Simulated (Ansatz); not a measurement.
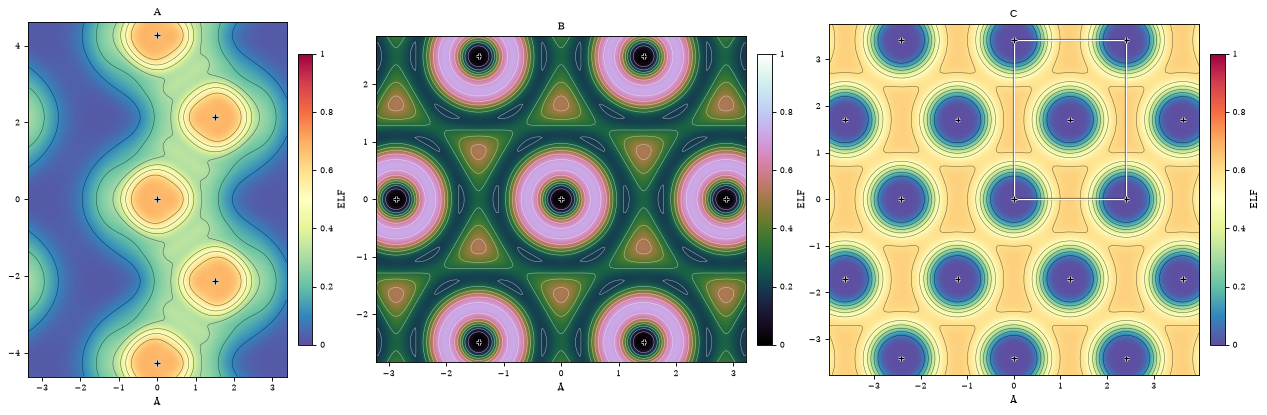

The electron localisation function of 3 systems, each on a plane through atoms (crosses mark nuclei in the plane).

Computed with Ansatz, DFT, revPBE, plane waves (420 eV) with PAW, scalar-relativistic.

System 1: Be, the (11̄0) plane of the conventional cell. Space group Im-3m; set up as Be, bcc; a generated structure, not necessarily the stable one; changed on purpose from its base cell (volume × 0.88); computed pressure about 19 GPa in this cell.

```xyz
2
Lattice="2.4149 0.0000 0.0000 0.0000 2.4149 0.0000 0.0000 0.0000 2.4149" Properties=species:S:1:pos:R:3 pbc="T T T"
Be    0.0000    0.0000    0.0000
Be    1.2075    1.2075    1.2075
```

System 2: Ta, the (111) plane of the conventional cell. Space group Fm-3m; set up as Ta, fcc; a generated structure, not necessarily the stable one; changed on purpose from its base cell (volume × 0.88); computed pressure about 30 GPa in this cell; computed without spin polarisation.

```cif
data_structure
_symmetry_space_group_name_H-M 'P 1'
_symmetry_Int_Tables_number 1
_cell_length_a 4.0637
_cell_length_b 4.0637
_cell_length_c 4.0637
_cell_angle_alpha 90.000
_cell_angle_beta 90.000
_cell_angle_gamma 90.000
_cell_volume 67.11
loop_
_atom_site_label
_atom_site_type_symbol
_atom_site_fract_x
_atom_site_fract_y
_atom_site_fract_z
_atom_site_occupancy
Ta1 Ta 0.00000 0.00000 0.00000 1
Ta2 Ta 0.50000 0.50000 0.00000 1
Ta3 Ta 0.50000 0.00000 0.50000 1
Ta4 Ta 0.00000 0.50000 0.50000 1
```

System 3: Pt, the (110) plane of the conventional cell. Space group Fd-3m; set up as Pt, diamond; a generated structure, not necessarily the stable one; changed on purpose from its base cell (volume × 1.12); computed pressure about −9 GPa in this cell.

Question: Which map belongs to which system?

Answer: Panel A is system 3, Pt: the plane holds Pt. Pt–Pt (2.61 Å): the ELF is about 0.35 at the midpoint. Panel B is system 2, Ta: the plane holds Ta. Ta–Ta (2.87 Å): the ELF is about 0.30 at the midpoint: no shared electron pair shows on this line. Panel C is system 1, Be: the plane holds Be. Be–Be (2.09 Å): the ELF reaches about 0.60 near the midpoint.
